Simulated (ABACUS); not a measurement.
**Ge: 7 runs along one coordinate**

System: Ge (Fd-3m, 2 atoms in the cell).
Method: Kohn-Sham DFT of a periodic cell, PBE, PseudoDojo NC SR 0.4.1 PBE standard, no spin polarisation (ABACUS 3.10.1).

The 7 runs differ only in the geometry, by an even scaling of the cell at fixed fractional positions. The structure derives from an entry of the Crystallography Open Database.

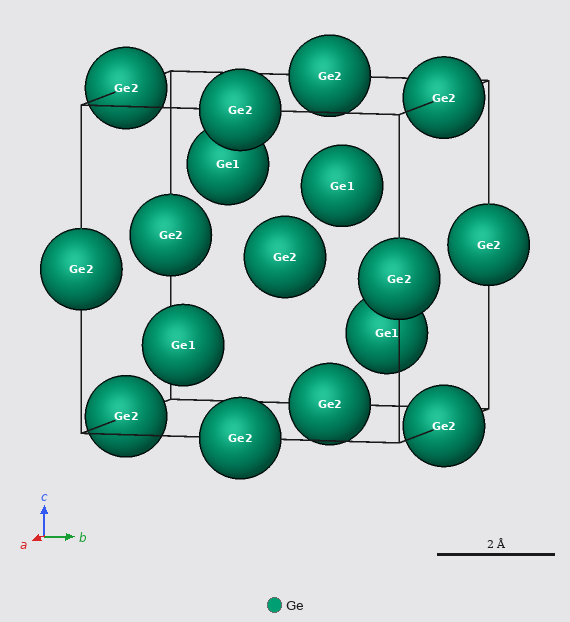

Figure 1. The structure of run 4 (spheres-only view of the cell 4 times as large as that of the calculation, set on its symmetry axes, seen slightly off an axis; atoms are numbered from 1 in the order of the input).

**Input file of run 4**
```
INPUT_PARAMETERS
suffix              Ge
calculation         scf
basis_type          pw
pseudo_dir          ./
symmetry            1
dft_functional      pbe
ecutwfc             79
pseudo_rcut         10
nspin               1
nbands              18
ks_solver           dav
smearing_method     fd
smearing_sigma      0.00367493
scf_thr             1e-08
scf_nmax            100
mixing_type         broyden
mixing_beta         0.7
cal_force           1
cal_stress          1
kpar                4
```

**File STRU of run 4**
```
ATOMIC_SPECIES
Ge 72.6300 Ge.upf

LATTICE_CONSTANT
1.8897261246

LATTICE_VECTORS
0.0000000000 2.8289100000 2.8289100000
2.8289100000 0.0000000000 2.8289100000
2.8289100000 2.8289100000 0.0000000000

ATOMIC_POSITIONS
Direct

Ge
0.0
2
0.7500000000 0.7500000000 0.7500000000 1 1 1
0.5000000000 0.5000000000 0.5000000000 1 1 1
```

**File KPT of run 4**
```
K_POINTS
0
Gamma
8 8 8 0 0 0
```

Command:
```bash
OMP_NUM_THREADS=1 mpirun -np 4 abacus > log
```

Lattice vectors (Å) and fractional positions of run 4:
```
   0.000000    2.828910    2.828910
   2.828910    0.000000    2.828910
   2.828910    2.828910    0.000000
Ge  0.750000  0.750000  0.750000
Ge  0.500000  0.500000  0.500000
```

Run 5 differs from it as follows:
```diff
-0.0000000000 2.8289100000 2.8289100000
-2.8289100000 0.0000000000 2.8289100000
-2.8289100000 2.8289100000 0.0000000000
+0.0000000000 2.8476450493 2.8476450493
+2.8476450493 0.0000000000 2.8476450493
+2.8476450493 2.8476450493 0.0000000000
```

**Results, with one run withheld**

| run | volume per atom (Å³) | free energy per atom, from the lowest run given (meV) | pressure (GPa) | gap on the mesh (eV) |
| --- | --- | --- | --- | --- |
| 1 | 21.281 | 67.89 | 9.14 | 0.38 |
| 2 | 21.733 | 44.92 | 7.12 | 0.31 |
| 3 | 22.186 | 27.37 | 5.31 | 0.22 |
| 4 | 22.639 | 14.60 | 3.75 | 0.00 |
| 5 | 23.092 | ? | ? | ? |
| 6 | 23.545 | 1.27 | 1.05 | 0.00 |
| 7 | 23.997 | 0.00 | −0.12 | 0.00 |

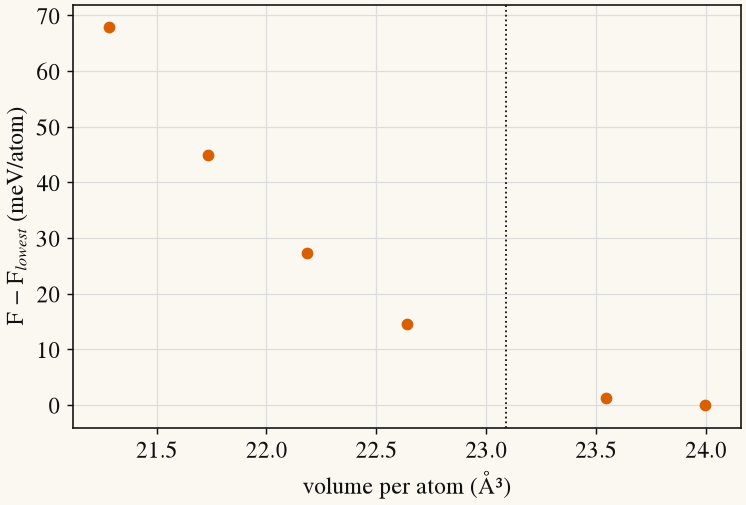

Figure 2. Free energy per atom of the runs given; the dotted line marks run 5.

What should run 5 give?

A cubic polynomial in V^(−2/3) (the Birch–Murnaghan form), fitted to the 6 runs given, misses them by at most 0.04 meV per atom. With x = V^(−2/3) − 0.12536 Å⁻², it reads F = 17.234 + 6917.7 x + 7.0759e+05 x² + 2.8939e+06 x³ (meV per atom). At run 5 it gives 6.03 meV per atom, and the run itself gives 6.01. The slope of the fit gives a pressure −dF/dV of 2.32 GPa there, and the run prints 2.34 GPa. The fit has its minimum at 23.962 Å³ per atom, where V d²F/dV² gives 57.1 GPa: the bulk modulus at this level, since symmetry fixes the shape and the positions. The gap on the mesh lies between 0.00 eV (run 4) and 0.38 eV (run 1); run 5 has 0.00 eV. These are gaps of this functional on this mesh, which can miss the band edges; they aren't the measured gap.

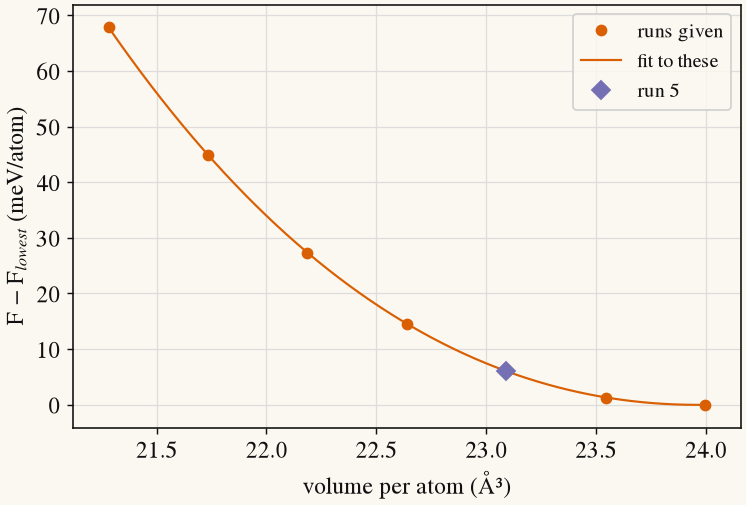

Figure 3. The fit and the withheld run.

**Some lines of the output (run 5)**
```
[...]
                          Volume (Bohr^3) = 311.662
                             Volume (A^3) = 46.1835
 E_Fermi        0.6594328059         8.9720436077
 E_Fermi        0.6733392668         9.1612507157
 E_Fermi        0.6818246429         9.2767001803
 E_Fermi        0.6820016852         9.2791089649
 E_Fermi        0.6823100607         9.2833046289
 E_Fermi        0.6823245786         9.2835021544
 E_KS(sigma->0) -357.2839637926      -4861.0977116053
 E_Fermi        0.6823576105         9.2839515759
 final etot is -4861.0981078 eV
 EFERMI = 9.2839515759 eV
 TOTAL-PRESSURE: 23.380019 KBAR
 !FINAL_ETOT_IS -4861.0981078164213613 eV
```
